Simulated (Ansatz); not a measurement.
System: Na.

Input file:

```
crystal:
  lattice:
    - [3.9647876162, 0.0, 0.0]
    - [0.0, 3.8470529949, 0.0]
    - [0.0, 0.0, 12.8450248079]
  atoms:
    - { symbol: Na, position: [0.2503903352, 0.25, 0.8813886888] }
    - { symbol: Na, position: [0.2496096648, 0.75, 0.3813886888] }
    - { symbol: Na, position: [0.7503903352, 0.25, 0.6186113112] }
    - { symbol: Na, position: [0.7496096648, 0.75, 0.1186113112] }
basis:
  ecutwfc: 420
kpoints:
  mp_grid: { grid: [10, 12, 4] }
hamiltonian:
  xc: pbesol
scf:
  occupations: { method: gaussian, width: 0.1 }
output:
  forces: true
  stress: true
  eigenvalues: true
  write_density: true
  write_potential: true
  elf: true
  volumetric_format: npy
relax:
  adjacent_minimum: "off"
  f_tol: 0.01
  max_steps: 60
  cell: { stress_tol: 0.1 }
```

Run with:

```sh
ansatz run input.yaml --threads 1 --pin off --max-ram 2560MiB --backend cpu --events-out ev --progress --plain --runs-dir out
```

Below, planes, directions and counts refer to the conventional cell (a = 3.48 Å, b = 11.68 Å, c = 3.66 Å, α = 90.00°, β = 90.00°, γ = 90.00°).

The fields are those of the run's last geometry, not of the input's.

Space group Cmcm.

Method: DFT PBEsol, scalar-relativistic, plane waves, PAW in Ansatz.

Q: Predict the valence pseudo-density and electron localisation function between the atoms.

A: Na–Na (3.48 Å): ρ is about 0.03 e/Å³ halfway; the ELF is about 0.30 at the midpoint.

Q: Metal or insulator at this level of theory?

A: It is metallic or semimetallic at this level of theory: no gap opens.

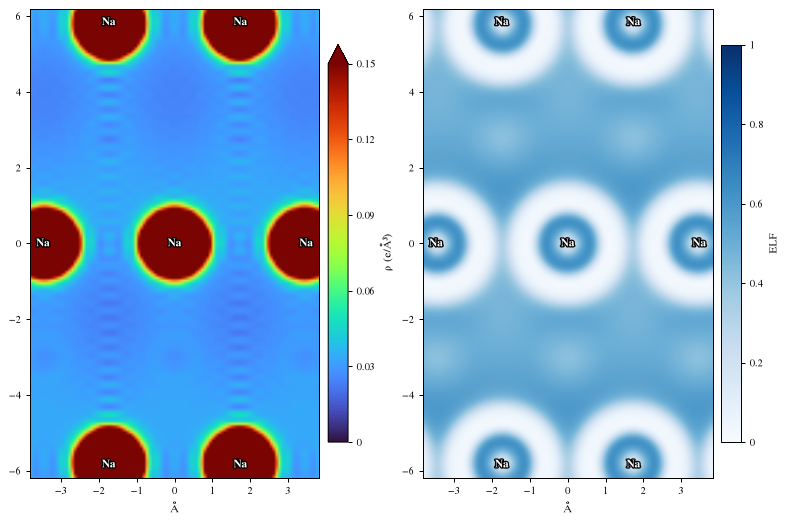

Computed valence pseudo-density and electron localisation function on the (001) plane of the conventional cell, in this order. 

The density is the valence pseudo-density of a PAW calculation; it isn't the true density close to the nuclei.
